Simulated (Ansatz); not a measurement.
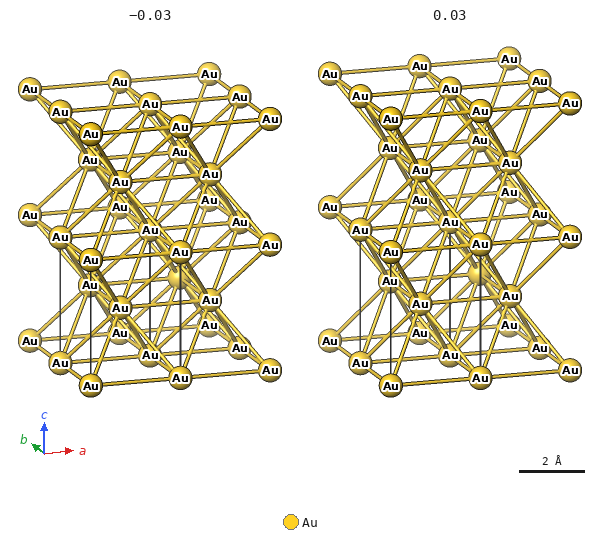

Crystalline Au (set up in Fm-3m), under strain along c alone (the other axes held, atoms fixed by symmetry), with energies (extrapolated to zero smearing) counted from the relaxed crystal, which is the row at zero; the cubic crystal is set up in a tetragonal cell with a = a(cubic)/√2 and c = a(cubic). The picture shows the first and the last member. The picture is a ball-and-stick view of the cell of the calculation, repeated 2 × 2 × 2 with one cell outlined, seen slightly off an axis.

Computed with Ansatz 0.2.0: DFT PBE, scalar-relativistic, plane waves, PAW. Settings: plane-wave cutoff 420 eV; k-point mesh 18 × 18 × 12; occupations gaussian; smearing width 0.1 eV; no spin polarisation.

```tsv
strain	energy (meV/atom)	a (Å)	c (Å)
−0.03	7.68	2.940	4.033
−0.02	?	?	?
−0.01	0.72	2.940	4.116
0.0	0.00	2.940	4.158
0.01	1.01	2.940	4.199
0.02	3.61	2.940	4.241
0.03	7.67	2.940	4.283
```

Question: Estimate the missing row from the others, and compare with the calculation.

Answer: A parabola through three neighbouring rows (−0.03, −0.01, 0.0) gives, with Lagrange weights, (0.3333)(7.68) + (1.0000)(0.72) + (−0.3333)(0.00) = 3.28 meV/atom. The calculation gives 3.25 meV/atom (a = 2.940 Å, c = 4.075 Å). The estimate is 0.03 meV/atom too high. From the first member to the last: Au–Au 2.896 → 2.985 Å.

The whole series:

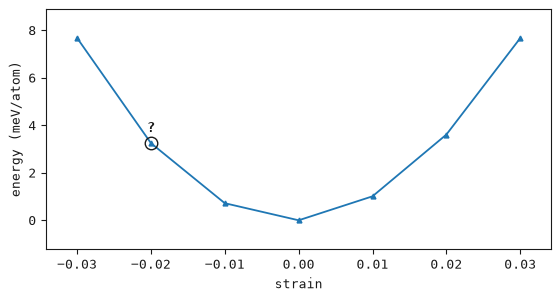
